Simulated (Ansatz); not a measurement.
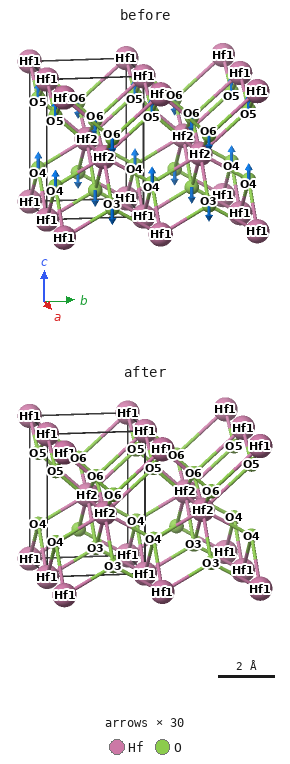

The structure of a crystal of HfO$_{2}$ (set up in P4_2/nmc) before (top) and after (bottom) a relaxation, at one scale. The blue arrows give the displacements (the part carried along by the change of the cell is left out), 30 times their true length.

The picture is a ball-and-stick view of the cell of the calculation, repeated 2 × 2 × 1 with one cell outlined, seen slightly off an axis.

The run lets cell and atoms move.

Level of theory: Ansatz, Kohn-Sham DFT of a periodic cell, PBE, Ansatz PAW.

Input
```yaml
crystal:
  lattice:
    - [3.55801933, 0.0, 0.0]
    - [0.0, 3.55801933, 0.0]
    - [0.0, 0.0, 5.17186121]
  atoms:
    - { symbol: Hf, position: [0.0, 0.0, 0.0] }
    - { symbol: Hf, position: [0.5, 0.5, 0.5] }
    - { symbol: O, position: [0.0, 0.5, 0.19720788] }
    - { symbol: O, position: [0.5, 0.0, 0.30279212] }
    - { symbol: O, position: [0.5, 0.0, 0.80279212] }
    - { symbol: O, position: [0.0, 0.5, 0.69720788] }
hamiltonian:
  xc: pbe
  pseudopotentials: { kind: paw }
kpoints:
  mp_grid: { grid: [8, 8, 5] }
scf:
  occupations: { method: fermi_dirac, width: 0.05 }
output:
  forces: true
  stress: true
  eigenvalues: true
relax:
  f_tol: 0.01
  max_steps: 40
  cell: { stress_tol: 0.05 }
```

Launched with:
```bash
ansatz run input.yaml --threads 2 --pin off --max-ram 5632MiB --backend cpu --events-out ev --progress --plain --runs-dir out
```

What changed between the two?

The largest moves relative to the cell, 0.021 Å, are those of O3, O4, O5 and O6. O5 goes along +c. Hf stays in place. The drawn cell changes as follows: a = b 3.558 → 3.604 Å (+1.3 %), c 5.172 → 5.264 Å (+1.8 %); the volume changes by +4.4 %. Among the contacts that change: Hf1–O4 2.370 → 2.419 Å, Hf1–O3 2.051 → 2.070 Å. The space group stays P4_2/nmc (No. 137). Over 5 accepted moves (7 points after the start) the energy falls by 13.6 meV per atom. The largest force component goes from 0.14 to 0.00039 eV/Å. Pressure: 10.01 GPa at the start and 0.03 GPa at the end. The SCF was repeated twice at an unchanged geometry on a basis and grid sized afresh for the cell, which shifted the energy by 2.8 meV per atom at most.
